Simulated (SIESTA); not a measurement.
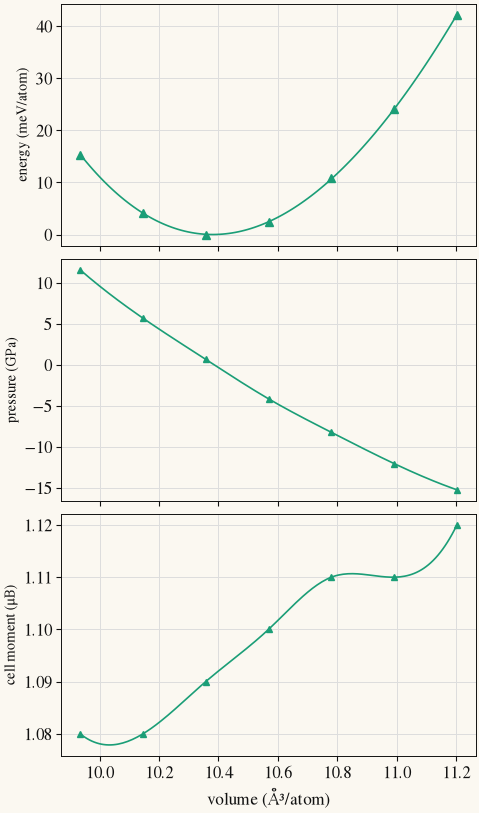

The figure shows the energy, pressure and cell moment against volume for Ni, space group P6_3/mmc (No. 194).

The given structure:
```cif
data_structure
_symmetry_space_group_name_H-M 'P 1'
_symmetry_Int_Tables_number 1
_cell_length_a 2.4480
_cell_length_b 2.4480
_cell_length_c 4.0728
_cell_angle_alpha 90.000
_cell_angle_beta 90.000
_cell_angle_gamma 120.000
_cell_volume 21.14
loop_
_atom_site_label
_atom_site_type_symbol
_atom_site_fract_x
_atom_site_fract_y
_atom_site_fract_z
_atom_site_occupancy
Ni1 Ni 0.66667 0.33333 0.75000 1
Ni2 Ni 0.33333 0.66667 0.25000 1
```

Computed with SIESTA 5.4.2: DFT in numerical atomic orbitals with pseudopotentials, collinear spins; energies at scaled volumes of the given cell, shape and fractions fixed, counted from the fit's minimum, third-order Birch-Murnaghan fit. Level: PBEsol, collinear spin.

- k mesh: 9×9×5
- occupations: Fermi–Dirac
- smearing width: 0.05 eV
- potentials: PseudoDojo 0.4 standard, converted to PSML, two zetas on semicore shells
- program settings: basis DZP, mesh cutoff 800 Ry

Q: Give the fitted equation-of-state parameters.

A: A third-order Birch–Murnaghan fit gives V0 = 10.38 Å³/atom, B0 = 238 GPa and B′ = 4.3.

Q: Read off the course of the pressure.

A: It falls from 11.58 GPa at volume 9.93 Å³/atom to −15.25 GPa at 11.20 Å³/atom, and changes sign near 10.39 Å³/atom.

Q: How does the cell moment vary with volume?

A: It rises from 1.08 μB at volume 9.93 Å³/atom to 1.12 μB at 11.20 Å³/atom.

Caveats: mulliken charges of long orbitals; short basis over semicore shells; shape and atomic fractions are frozen while scaling, which makes layered, chain and framework solids too stiff.
